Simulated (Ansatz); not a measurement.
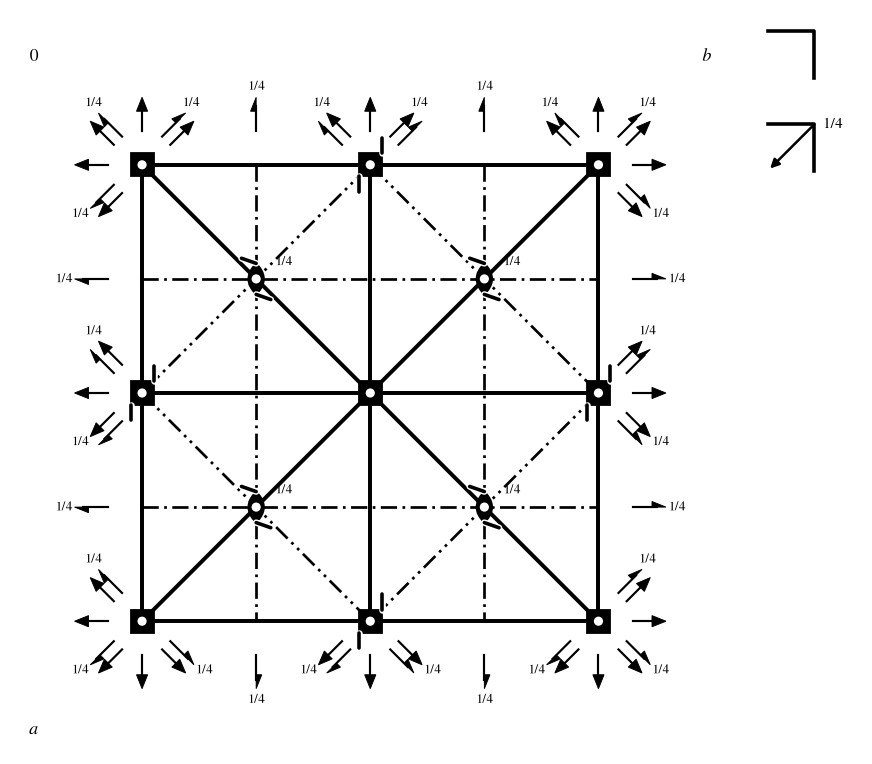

Symmetry elements of a space group, projected down c, computed from the operations of a computed or model structure of composition Rb.

Graphical symbols as in the International Tables (origin upper left, heights as fractions; handed screw axes are marked by their printed symbols).

### Which space group is it?

I4/mmm, No. 139; body-centred tetragonal, point group 4/mmm, 32 general positions a cell.

### List the elements shown.

4₂ axes along c at (0, 1/2), (1/2, 0); 4 axes along c at (0, 0), (1/2, 1/2); 2₁ axes along c at (1/4, 1/4), (1/4, 3/4), (3/4, 1/4), (3/4, 3/4); inversion centres at (0, 0), (0, 1/2), (1/4, 1/4; c height 1/4), (1/4, 3/4; c height 1/4), (1/2, 0), (1/2, 1/2), (3/4, 1/4; c height 1/4), (3/4, 3/4; c height 1/4); mirror planes holding c and [1 1 0] or [−1 1 0]; e glide planes holding c and [1 1 0] or [−1 1 0]; mirror planes normal to a, at x = 0, 1/2; n glide planes normal to a, at x = 1/4, 3/4; mirror planes normal to b, at y = 0, 1/2; n glide planes normal to b, at y = 1/4, 3/4; a mirror plane normal to c at height 0; an n glide plane normal to c at height 1/4; 2 axes along [1 1 0] at heights 0, 1/4; 2 axes along [−1 1 0] at heights 0, 1/4; 2 axes along a at height 0; 2 axes along b at height 0; 2₁ axes along [1 1 0] at heights 0, 1/4; 2₁ axes along [−1 1 0] at heights 0, 1/4; 2₁ axes along a at height 1/4; 2₁ axes along b at height 1/4. Heights repeat every half period; positions are (a, b) fractions, modulo 1.

### Write the general positions (in any order).

For each centring vector (0, 0, 0), (1/2, 1/2, 1/2):
x, y, z; −x, −y, −z; −y, x, z; y, −x, −z; −x, −y, z; x, y, −z; y, −x, z; −y, x, −z; x, −y, −z; −x, y, z; −y, −x, −z; y, x, z; −x, y, −z; x, −y, z; y, x, −z; −y, −x, z
